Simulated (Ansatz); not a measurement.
## Geometry relaxation of MoS2 (part 2 of 3)

Continued. System: MoS2 (slab, 9 atoms in the cell). Method: DFT PBEsol, scalar-relativistic, plane waves, PAW, no spin polarisation (Ansatz 0.2.0); cutoff 420 eV, 9×4×1 k-mesh, Gaussian smearing of 0.05 eV. The structure derives from an entry of the Crystallography Open Database. The input holds or restrains some coordinates. Forces given for the steps count only the free coordinates. It belongs to a series of runs on one base structure; here: clean slab, lower half held.

Geometry of the input (Å; fractional positions):
```
3.1431  0.0000  0.0000
-1.5716  6.3485  0.0000
0.0000  0.0000  23.5089
S  0.1419  0.2838  0.3616
S  0.8990  0.7980  0.3805
Mo 0.5306  0.0613  0.4092
S  0.6725  0.3451  0.4762
S  0.4296  0.8593  0.4951
Mo 0.0613  0.1226  0.5238
S  0.2032  0.4064  0.5908
S  0.9603  0.9205  0.6097
Mo 0.5919  0.1838  0.6384
```

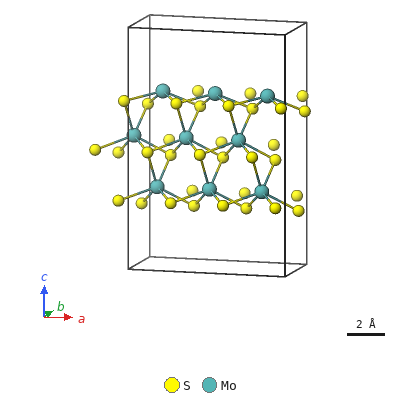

Figure 1. The geometry at step 2 of the log (ball-and-stick view of the 3 × 1 repeat of the cell, with the vacuum cut short, seen slightly off an axis; bonded neighbours outside the cell are drawn too).

Log, continued:
```
SCF iter   1: F=—  HF=-20005.665869 eV  |F-HF|=—  |Δ(HF+E_count)|=         —  Δρ=4.19e-3  dr2=3.97e-1  ethr=4.30e-4  p=0.245 e·Å  D=9.45e-2 V/Å  ΔV_dip=-2.22 eV  dr2_dipole=1.30e-1  V_vac-E_F(+/−)=4.05/6.27 eV  ⟨swp⟩=1.0  Hψ=2933  notcnv=0  defer=44
efield: sawtooth ramp at fractional position 0.9800 (handed on by an earlier solve), width 0.0400; the density the first Hamiltonian is built on has a dipole p = 0.245 e·Å; the dipole correction subtracts the counter field D = 9.45e-2 V/Å, which shifts the + side's vacuum level by -2.22 eV against the − side's; the planar-averaged density in the ramp window peaks in size at 5.1e-7 e/Å³
eigensolver tolerance schedule calibrated: the retry pair's looser diagonalisation under-reported the residual by θ = 0.15 (0.18/decade); ethr = c·dr2/N_el runs at the constant in force after the calibration composes with the one it found (an armed cap, an earlier calibration), c = 3.1e-2
preconditioner: auto → LDOS  [metal: Δε(μ)=0.018 eV  Ē_g=7.052 eV  σ=0.050 eV  W_gap=0.20  n_scr=46 (ndim 8)  ℏωp=12.6 eV  f_vac=0.593  D(μ)=10.83/eV (n_scr^D=46)  β→1.0]
SCF iter   2: F=—  HF=-20005.653306 eV  |F-HF|=—  |Δ(HF+E_count)|=   1.26e-2  Δρ=1.64e-3  dr2=2.14e-2  ethr=1.57e-4  p=0.241 e·Å  D=9.31e-2 V/Å  ΔV_dip=-2.19 eV  dr2_dipole=3.12e-3  V_vac-E_F(+/−)=4.05/6.24 eV  ⟨swp⟩=2.1  Hψ=1391  notcnv=0  defer=44
SCF iter   3: F=—  HF=-20005.654551 eV  |F-HF|=—  |Δ(HF+E_count)|=   1.25e-3  Δρ=1.53e-3  dr2=3.27e-2  ethr=8.50e-6  p=0.242 e·Å  D=9.33e-2 V/Å  ΔV_dip=-2.19 eV  dr2_dipole=4.98e-3  V_vac-E_F(+/−)=4.06/6.25 eV  ⟨swp⟩=3.0  Hψ=1922  notcnv=0  defer=44
SCF iter   4: F=—  HF=-20005.651776 eV  |F-HF|=—  |Δ(HF+E_count)|=   2.78e-3  Δρ=5.30e-4  dr2=4.32e-3  ethr=8.50e-6  p=0.241 e·Å  D=9.30e-2 V/Å  ΔV_dip=-2.19 eV  dr2_dipole=2.09e-4  V_vac-E_F(+/−)=4.05/6.24 eV  ⟨swp⟩=2.1  Hψ=1569  notcnv=0  defer=44
SCF iter   5: F=—  HF=-20005.651708 eV  |F-HF|=—  |Δ(HF+E_count)|=   6.76e-5  Δρ=3.48e-4  dr2=1.38e-3  ethr=1.71e-6  p=0.242 e·Å  D=9.34e-2 V/Å  ΔV_dip=-2.20 eV  dr2_dipole=5.12e-5  V_vac-E_F(+/−)=4.05/6.24 eV  ⟨swp⟩=2.4  Hψ=1428  notcnv=0  defer=44
SCF iter   6: F=—  HF=-20005.651631 eV  |F-HF|=—  |Δ(HF+E_count)|=   7.66e-5  Δρ=1.29e-4  dr2=2.35e-4  ethr=5.48e-7  p=0.242 e·Å  D=9.35e-2 V/Å  ΔV_dip=-2.20 eV  dr2_dipole=1.29e-6  V_vac-E_F(+/−)=4.04/6.24 eV  ⟨swp⟩=2.1  Hψ=1245  notcnv=0  defer=44
SCF iter   7: F=—  HF=-20005.651622 eV  |F-HF|=—  |Δ(HF+E_count)|=   9.37e-6  Δρ=4.39e-5  dr2=2.70e-5  ethr=9.31e-8  p=0.243 e·Å  D=9.37e-2 V/Å  ΔV_dip=-2.20 eV  dr2_dipole=2.24e-7  V_vac-E_F(+/−)=4.04/6.24 eV  ⟨swp⟩=2.0  Hψ=1233  notcnv=0  defer=44
SCF iter   8: F=-20005.651623 eV  HF=-20005.651623 eV  |F-HF|=6.79e-8  |Δ(HF+E_count)|=   6.49e-7  Δρ=1.61e-5  dr2=2.11e-6  ethr=6.75e-9  p=0.243 e·Å  D=9.38e-2 V/Å  ΔV_dip=-2.21 eV  dr2_dipole=1.28e-9  V_vac-E_F(+/−)=4.03/6.24 eV  ⟨swp⟩=20.2  Hψ=9250  notcnv=0
SCF 3 converged in 8 iterations: F = -20005.651623 eV  dr2 = 2.11e-6
relax step   3: F+E_penalty+E_count = -20005.65162265 eV  Δ(F+E_penalty+E_count) = -1.941e-2 eV  max|allowed force component| = 1.913e-1 eV/Å  Δτ_max = 0.0833 Å  (8 SCF iters, dr2 threshold 1.70e-5 eV, accepted)
SCF iter   1: F=—  HF=-20005.652943 eV  |F-HF|=—  |Δ(HF+E_count)|=         —  Δρ=5.85e-4  dr2=3.65e-3  ethr=2.17e-4  p=0.243 e·Å  D=9.38e-2 V/Å  ΔV_dip=-2.21 eV  dr2_dipole=5.76e-4  V_vac-E_F(+/−)=4.03/6.24 eV  ⟨swp⟩=2.0  Hψ=1485  notcnv=0  defer=43
efield: sawtooth ramp at fractional position 0.9800 (handed on by an earlier solve), width 0.0400; the density the first Hamiltonian is built on has a dipole p = 0.243 e·Å; the dipole correction subtracts the counter field D = 9.38e-2 V/Å, which shifts the + side's vacuum level by -2.21 eV against the − side's; the planar-averaged density in the ramp window peaks in size at 4.8e-7 e/Å³
preconditioner: auto → LDOS  [metal: Δε(μ)=0.033 eV  Ē_g=7.064 eV  σ=0.050 eV  W_gap=0.36  n_scr=46 (ndim 8)  ℏωp=12.6 eV  f_vac=0.594  D(μ)=10.33/eV (n_scr^D=42)  β→1.0]
SCF iter   2: F=—  HF=-20005.653011 eV  |F-HF|=—  |Δ(HF+E_count)|=   6.82e-5  Δρ=3.59e-4  dr2=1.08e-3  ethr=4.68e-6  p=0.243 e·Å  D=9.38e-2 V/Å  ΔV_dip=-2.20 eV  dr2_dipole=2.15e-6  V_vac-E_F(+/−)=4.04/6.24 eV  ⟨swp⟩=2.1  Hψ=1475  notcnv=0  defer=44
SCF iter   3: F=—  HF=-20005.652965 eV  |F-HF|=—  |Δ(HF+E_count)|=   4.65e-5  Δρ=2.84e-4  dr2=1.11e-3  ethr=1.39e-6  p=0.243 e·Å  D=9.39e-2 V/Å  ΔV_dip=-2.21 eV  dr2_dipole=8.94e-6  V_vac-E_F(+/−)=4.03/6.24 eV  ⟨swp⟩=2.0  Hψ=1403  notcnv=0  defer=44
SCF iter   4: F=—  HF=-20005.652880 eV  |F-HF|=—  |Δ(HF+E_count)|=   8.44e-5  Δρ=1.16e-4  dr2=2.09e-4  ethr=1.39e-6  p=0.243 e·Å  D=9.38e-2 V/Å  ΔV_dip=-2.21 eV  dr2_dipole=1.56e-5  V_vac-E_F(+/−)=4.04/6.24 eV  ⟨swp⟩=2.0  Hψ=990  notcnv=0  defer=44
SCF iter   5: F=—  HF=-20005.652866 eV  |F-HF|=—  |Δ(HF+E_count)|=   1.45e-5  Δρ=4.82e-5  dr2=4.57e-5  ethr=2.68e-7  p=0.243 e·Å  D=9.38e-2 V/Å  ΔV_dip=-2.21 eV  dr2_dipole=3.45e-6  V_vac-E_F(+/−)=4.04/6.24 eV  ⟨swp⟩=2.0  Hψ=953  notcnv=0  defer=44
SCF iter   6: F=—  HF=-20005.652866 eV  |F-HF|=—  |Δ(HF+E_count)|=   2.01e-7  Δρ=1.89e-5  dr2=7.88e-6  ethr=5.86e-8  p=0.243 e·Å  D=9.38e-2 V/Å  ΔV_dip=-2.21 eV  dr2_dipole=1.52e-6  V_vac-E_F(+/−)=4.04/6.24 eV  ⟨swp⟩=1.9  Hψ=1263  notcnv=0  defer=44
SCF iter   7: F=-20005.652865 eV  HF=-20005.652866 eV  |F-HF|=7.88e-7  |Δ(HF+E_count)|=   1.53e-7  Δρ=7.95e-6  dr2=9.71e-7  ethr=4.92e-9  p=0.243 e·Å  D=9.38e-2 V/Å  ΔV_dip=-2.20 eV  dr2_dipole=2.17e-7  V_vac-E_F(+/−)=4.04/6.24 eV  ⟨swp⟩=17.5  Hψ=8300  notcnv=0
SCF 4 converged in 7 iterations: F = -20005.652865 eV  dr2 = 9.71e-7
relax step   4: F+E_penalty+E_count = -20005.65286494 eV  Δ(F+E_penalty+E_count) = -1.242e-3 eV  max|allowed force component| = 2.476e-2 eV/Å  Δτ_max = 0.0136 Å  (7 SCF iters, dr2 threshold 3.84e-6 eV, accepted)
iter 1 solved again at ethr=1.27e-9 eV; its pass at ethr=3.10e-3 eV (dr2=9.90e-7 eV) is discarded
SCF iter   1: F=—  HF=-20005.652811 eV  |F-HF|=—  |Δ(HF+E_count)|=         —  Δρ=7.98e-6  dr2=9.89e-7  ethr=1.27e-9  p=0.243 e·Å  D=9.38e-2 V/Å  ΔV_dip=-2.20 eV  dr2_dipole=2.26e-7  V_vac-E_F(+/−)=4.04/6.24 eV  ⟨swp⟩=1.0  Hψ=2280  notcnv=0
efield: sawtooth ramp at fractional position 0.9800 (handed on by an earlier solve), width 0.0400; the density the first Hamiltonian is built on has a dipole p = 0.243 e·Å; the dipole correction subtracts the counter field D = 9.38e-2 V/Å, which shifts the + side's vacuum level by -2.20 eV against the − side's; the planar-averaged density in the ramp window peaks in size at 4.9e-7 e/Å³
preconditioner: auto → LDOS  [metal: Δε(μ)=0.036 eV  Ē_g=7.065 eV  σ=0.050 eV  W_gap=0.38  n_scr=46 (ndim 8)  ℏωp=12.6 eV  f_vac=0.594  D(μ)=10.26/eV (n_scr^D=42)  β→1.0]
SCF iter   2: F=—  HF=-20005.652866 eV  |F-HF|=—  |Δ(HF+E_count)|=   5.51e-5  Δρ=6.70e-6  dr2=6.15e-7  ethr=1.27e-9  p=0.243 e·Å  D=9.38e-2 V/Å  ΔV_dip=-2.21 eV  dr2_dipole=9.55e-9  V_vac-E_F(+/−)=4.04/6.24 eV  ⟨swp⟩=2.0  Hψ=1083  notcnv=0
SCF iter   3: F=—  HF=-20005.652866 eV  |F-HF|=—  |Δ(HF+E_count)|=   1.45e-8  Δρ=6.05e-6  dr2=4.86e-7  ethr=7.89e-10  p=0.243 e·Å  D=9.38e-2 V/Å  ΔV_dip=-2.20 eV  dr2_dipole=3.83e-8  V_vac-E_F(+/−)=4.04/6.24 eV  ⟨swp⟩=2.0  Hψ=1222  notcnv=0
SCF iter   4: F=-20005.652866 eV  HF=-20005.652866 eV  |F-HF|=2.47e-8  |Δ(HF+E_count)|=   6.34e-9  Δρ=1.61e-6  dr2=4.84e-8  ethr=1.28e-10  p=0.243 e·Å  D=9.38e-2 V/Å  ΔV_dip=-2.20 eV  dr2_dipole=8.45e-9  V_vac-E_F(+/−)=4.04/6.24 eV  ⟨swp⟩=9.0  Hψ=7115  notcnv=0
SCF 5 converged in 4 iterations: F = -20005.652866 eV  dr2 = 4.84e-8
relax step   5: F+E_penalty+E_count = -20005.65286592 eV  Δ(F+E_penalty+E_count) = -9.767e-7 eV  max|allowed force component| = 2.455e-2 eV/Å  Δτ_max = 0.0000 Å  (4 SCF iters, accepted)
WARN: The input density's exchange-correlation potential varies sharply where the density is thin. Do not read a vacuum level from v_tot or v_xc, or from such a field of the output density. On a cell that repeats whose density bears no net charge and no dipole along the vacuum's axis use v_es (v_loc + v_h of the components); under efield.dipole_correction with no amplitude use v_es + v_field, which holds any external_charges[].barrier, or the levels of the report's work_function block, which leave it out; under a non-zero efield.amplitude the vacuum is tilted and has no level; on a cell that repeats and bears such a dipole with no correction it is tilted too, and efield.dipole_correction with no amplitude gives each side of its ramp a level where efield: is served; in a cell that repeats whose density bears a net charge (total_charge, or a fill off its count) it is curved and has none; of a slab under crystal.periodic whose density bears no net charge use v_es, which has a level on each side, short of where the two are joined; of another it falls or rises all the way out and has none; of a slab beside external_charges read slab_vacuum_level instead, which it has where they leave it neutral. The grid or the basis barely resolves most such structure, and the values can differ between equally converged runs; as a rule a tighter scf.convergence.dr2_threshold does not remove it. Where the density itself ripples (under the LDA too) a higher basis.ecutwfc lessens it. The files hold the spikes' plane waves up to the density's cutoff. Files: v_tot and the like, and their columns of v_z.tsv (output.write_potential); v_xc and the like, and their columns of v_comp_z.tsv (output.write_potential_components); where files of the output density stand in their place, no point of their own thin density is over the threshold below, and this is of outcome.potential() and, of a run that writes arrays (npy), the arrays of these names. Measured: with its Gaussian average of σ = 0.25 Å subtracted twice, the exchange-correlation potential is over 0.1 eV at 1 of the grid points where the equally averaged density (valence and model cores) is under 1e-3 e/Å³, and 0.100 eV at the most among them, at an averaged density of 3.8e-8 e/Å³. See output.write_potential in the manual, Limitations
SCF converged after 4 iterations
Free energy (F): -20005.652866 eV
Harris-Foulkes:  -20005.652866 eV  (|F-HF|=2.47e-8)
Internal energy: -20005.640041 eV  (E = F + TS)
E sigma→0 (E₀):  -20005.646454 eV
Entropy (-TS):   -0.012825 eV (-1.425 meV/atom)
Fermi energy:    0.246908 eV
Dipole field:    D = 0.093871 V/Å  (p = 0.243351 e·Å, saw-weighted, corrected)
Work function:   Φ+ = 4.0354 eV   Φ− = 6.2422 eV
Levels:          The Fermi level and band energies are counted from a zero that moves with the ramp; work functions are not
--- Per-component energies (eV) ---
  E_band       = -1266.096977
  E_kinetic    = 1960.513171
  E_local      = -53820.752158  (includes V_loc(G=0)·N_el)
  E_nonlocal   = 606.560568
  E_hartree    = 25829.093444
  E_xc         = -1120.435589
  E_vxc        = -1204.864940  (∫ρ·V_xc dr)
  E_paw        = -12936.077582  (= ΣΔE_a)
  E_vpaw       = -464.751676  (= ΣTr[D̂ρ^β])
  E_aug_tail   = 0.000102  (compensation charges beyond the density's cutoff)
  E_efield     = 0.011422  (sawtooth field / dipole correction)
  E_vefield    = -0.979845  (∫n·V_field dr)
  E_ewald      = 19474.446986
  E_core_change = 0.999594  (= ΣΔE_core)
  E_smearing   = -0.012825  (= −TS)
  E_closure    = 0.000000  (closes the sum)
  Σ components = -20005.652866   (vs F -20005.652866, Δ=0.00e0)
--- Forces (eV/Å), atoms counted from 1 ---
  atom   1  S     -0.00164789    -0.55527731     0.19957663
  atom   2  S     -0.00195678     0.53099422    -0.05710973
  atom   3  Mo     0.00383432    -0.01903221    -0.17292340
  atom   4  S     -0.00134937    -0.18759082     0.00248766
  atom   5  S      0.00135170     0.23114108     0.02583332
  atom   6  Mo    -0.00037144    -0.00443829    -0.01089886
  atom   7  S     -0.00060903    -0.01244810     0.02217636
  atom   8  S     -0.00003609     0.01897235     0.01529759
  atom   9  Mo     0.00078367    -0.00233548    -0.02454510
  max |Σ_I F_I| component: 1.06e-4 eV/Å
--- Band table (eV; the first three rows and the last of 19) ---
  k-point 0: bands = ["-61.0199", "-60.9469", "-60.8416", "-35.3230", "-35.1983", "-35.1338", "-35.0800", "-35.0640", "-34.9943", "-34.9842", "-34.9465", "-34.7260", "-14.2824", "-13.4191", "-12.9142", "-12.5415", "-12.1840", "-11.3028", "-6.2633", "-5.7203", "-5.0697", "-4.6338", "-4.5815", "-3.6726", "-3.4625", "-3.3331", "-2.6965", "-2.6500", "-2.5697", "-1.7485", "-1.6951", "-1.6439", "-1.5832", "-1.1317", "-0.7836", "-0.7350", "-0.5911", "-0.5319", "0.0762", "0.2170", "0.4906", "1.8161", "2.0530", "2.2370", "2.3182", "2.9192", "3.0145", "3.1376"]
  k-point 1: bands = ["-61.0199", "-60.9469", "-60.8416", "-35.3230", "-35.1984", "-35.1338", "-35.0800", "-35.0640", "-34.9943", "-34.9842", "-34.9465", "-34.7260", "-14.1941", "-13.3498", "-13.0572", "-12.6252", "-12.1253", "-11.4062", "-5.9754", "-5.5612", "-4.9601", "-4.6915", "-4.3791", "-3.6388", "-3.5319", "-3.4382", "-2.6487", "-2.6319", "-2.5781", "-2.3188", "-1.9656", "-1.7355", "-1.6784", "-1.2702", "-1.0050", "-0.5755", "-0.4797", "-0.2298", "0.0979", "0.1839", "0.4250", "1.7483", "2.2128", "2.2686", "2.4099", "2.7768", "2.9473", "3.1988"]
  k-point 2: bands = ["-61.0199", "-60.9469", "-60.8416", "-35.3230", "-35.1984", "-35.1338", "-35.0800", "-35.0641", "-34.9943", "-34.9842", "-34.9465", "-34.7260", "-14.0801", "-13.2773", "-13.2036", "-12.7343", "-12.0428", "-11.5297", "-5.6962", "-5.2762", "-4.8971", "-4.6363", "-4.1556", "-3.8853", "-3.5608", "-3.4128", "-2.9026", "-2.6086", "-2.6026", "-2.5914", "-2.1906", "-1.7225", "-1.7136", "-1.6393", "-0.9613", "-0.6190", "-0.3233", "-0.0163", "0.0054", "0.1483", "0.4217", "1.6874", "2.2257", "2.4723", "2.4928", "2.6032", "2.8905", "3.2336"]
  k-point 18: bands = ["-60.9930", "-60.9288", "-60.8212", "-35.3818", "-35.3607", "-35.1339", "-35.1298", "-35.1068", "-35.0444", "-35.0000", "-34.9805", "-34.9563", "-12.7630", "-12.6860", "-12.4457", "-12.2438", "-11.2143", "-11.0987", "-5.9554", "-5.7154", "-5.3242", "-4.8237", "-4.6449", "-4.5442", "-4.1693", "-3.9731", "-3.8120", "-3.3936", "-3.1892", "-2.7222", "-2.5505", "-2.2815", "-2.0980", "-1.8682", "-1.3978", "-1.0571", "-0.2423", "0.2707", "0.2815", "0.4828", "0.6936", "1.3916", "2.0801", "2.3745", "2.4805", "2.9369", "3.1588", "3.6649"]
--- Relaxed structure (5 steps of the walk, 5 accepted, 0 SCFs on fresh bases) ---
  F+E_penalty+E_count = -20005.65286592 eV   max|allowed force component| = 2.455e-2 eV/Å
  atoms:
    - { symbol: S, position: [0.14190931880000002, 0.28381863760000003, 0.3615649577000001] }
    - { symbol: S, position: [0.8989910965000001, 0.7979821930000001, 0.3805106088] }
    - { symbol: Mo, position: [0.5306428733499999, 0.061285746700000004, 0.40923878260000013] }
    - { symbol: S, position: [0.6725497372999999, 0.34509947460000007, 0.4761630875000001] }
    - { symbol: S, position: [0.429631515, 0.8592630300000001, 0.49510873860000004] }
    - { symbol: Mo, position: [0.0614512470800276, 0.12298212671187521, 0.5247892217350956] }
    - { symbol: S, position: [0.20595326387124152, 0.4121474160918219, 0.5927574301548205] }
    - { symbol: S, position: [0.9590953567400826, 0.9183466465827111, 0.612094841089025] }
    - { symbol: Mo, position: [0.59096498934558, 0.18211506830726565, 0.6334836074029422] }
```

Trajectory as extended XYZ (Å, eV, eV/Å), 5 frames, from step=1 to step=5:
```
9
Lattice="3.1431 0.0000 0.0000 -1.5716 6.3485 0.0000 0.0000 0.0000 23.5089" Properties=species:S:1:pos:R:3:forces:R:3 step=1 energy=-20005.52957
S     0.0000    1.8018    8.5000   -0.0030  -0.5464   0.2047
S     1.5716    5.0660    8.9454   -0.0007   0.5441  -0.0547
Mo    1.5716    0.3891    9.6208    0.0031  -0.0368  -0.1618
S     1.5716    2.1909   11.1941   -0.0001  -0.0624  -0.1390
S     0.0000    5.4550   11.6395    0.0023   0.0932  -0.1017
Mo    0.0000    0.7781   12.3148   -0.0024  -0.0607   0.1420
S     0.0000    2.5799   13.8882    0.0010  -0.2520   0.9419
S     1.5716    5.8440   14.3335    0.0009   0.5028   0.7809
Mo    1.5716    1.1671   15.0089   -0.0011  -0.1814  -1.6125
9
Lattice="3.1431 0.0000 0.0000 -1.5716 6.3485 0.0000 0.0000 0.0000 23.5089" Properties=species:S:1:pos:R:3:forces:R:3 step=2 energy=-20005.63222
S     0.0000    1.8018    8.5000   -0.0019  -0.5485   0.2033
S     1.5716    5.0660    8.9454   -0.0015   0.5184  -0.0455
Mo    1.5716    0.3891    9.6208    0.0046  -0.0201  -0.2434
S     1.5716    2.1909   11.1941   -0.0022  -0.2283  -0.0123
S     0.0000    5.4550   11.6395    0.0013   0.2414  -0.0040
Mo   -0.0001    0.7810   12.3479    0.0016  -0.0197  -0.4822
S     0.0002    2.6270   13.9034   -0.0023   0.1743  -0.0122
S     1.5717    5.8124   14.3629   -0.0006  -0.1566   0.0712
Mo    1.5717    1.1472   14.8159    0.0009   0.0386   0.5222
9
Lattice="3.1431 0.0000 0.0000 -1.5716 6.3485 0.0000 0.0000 0.0000 23.5089" Properties=species:S:1:pos:R:3:forces:R:3 step=3 energy=-20005.65162
S     0.0000    1.8018    8.5000   -0.0017  -0.5536   0.2073
S     1.5716    5.0660    8.9454   -0.0017   0.5294  -0.0470
Mo    1.5716    0.3891    9.6208    0.0039  -0.0144  -0.1574
S     1.5716    2.1909   11.1941   -0.0013  -0.2349   0.0889
S     0.0000    5.4550   11.6395    0.0015   0.2921   0.0934
Mo   -0.0001    0.7823   12.3507   -0.0006  -0.0210  -0.1913
S    -0.0003    2.6190   13.9453   -0.0012   0.0040   0.0048
S     1.5714    5.8299   14.4003   -0.0003   0.0041   0.0053
Mo    1.5713    1.1569   14.8987    0.0014  -0.0056  -0.0034
9
Lattice="3.1431 0.0000 0.0000 -1.5716 6.3485 0.0000 0.0000 0.0000 23.5089" Properties=species:S:1:pos:R:3:forces:R:3 step=4 energy=-20005.65287
S     0.0000    1.8018    8.5000   -0.0016  -0.5552   0.1996
S     1.5716    5.0660    8.9454   -0.0020   0.5309  -0.0571
Mo    1.5716    0.3891    9.6208    0.0038  -0.0190  -0.1731
S     1.5716    2.1909   11.1941   -0.0014  -0.1875   0.0025
S     0.0000    5.4550   11.6395    0.0014   0.2311   0.0258
Mo   -0.0001    0.7807   12.3372   -0.0004  -0.0044  -0.0108
S    -0.0004    2.6165   13.9351   -0.0006  -0.0123   0.0221
S     1.5713    5.8301   14.3897    0.0000   0.0188   0.0153
Mo    1.5713    1.1562   14.8925    0.0008  -0.0024  -0.0248
9
Lattice="3.1431 0.0000 0.0000 -1.5716 6.3485 0.0000 0.0000 0.0000 23.5089" Properties=species:S:1:pos:R:3:forces:R:3 step=5 energy=-20005.65287
S     0.0000    1.8018    8.5000   -0.0016  -0.5553   0.1996
S     1.5716    5.0660    8.9454   -0.0020   0.5310  -0.0571
Mo    1.5716    0.3891    9.6208    0.0038  -0.0190  -0.1729
S     1.5716    2.1909   11.1941   -0.0013  -0.1876   0.0025
S     0.0000    5.4550   11.6395    0.0014   0.2311   0.0258
Mo   -0.0001    0.7807   12.3372   -0.0004  -0.0044  -0.0109
S    -0.0004    2.6165   13.9351   -0.0006  -0.0124   0.0222
S     1.5713    5.8301   14.3897    0.0000   0.0190   0.0153
Mo    1.5713    1.1562   14.8925    0.0008  -0.0023  -0.0245
```

Summary:

| quantity | value |
| --- | --- |
| outcome | converged under the restraints of the input |
| electrons treated | 78 |
| free energy | −20005.6529 eV |
| work function, top face | 4.04 eV |
| work function, bottom face | 6.24 eV |
| Fermi energy | 0.247 eV |
| gap on the k-point mesh | none (metallic) |
| final volume | 469.10 Å³ |
| work function (upper face) | 4.04 eV |
| largest force (length of the vector) at the end, held atoms and coordinates included | 0.590 eV/Å |
| hardware | 2 threads of Intel Xeon (Sapphire Rapids), 192 GiB of memory available, shared host |
| wall time | 79 s (CPU time 2.6 min) |
| peak memory | 0.86 GiB |
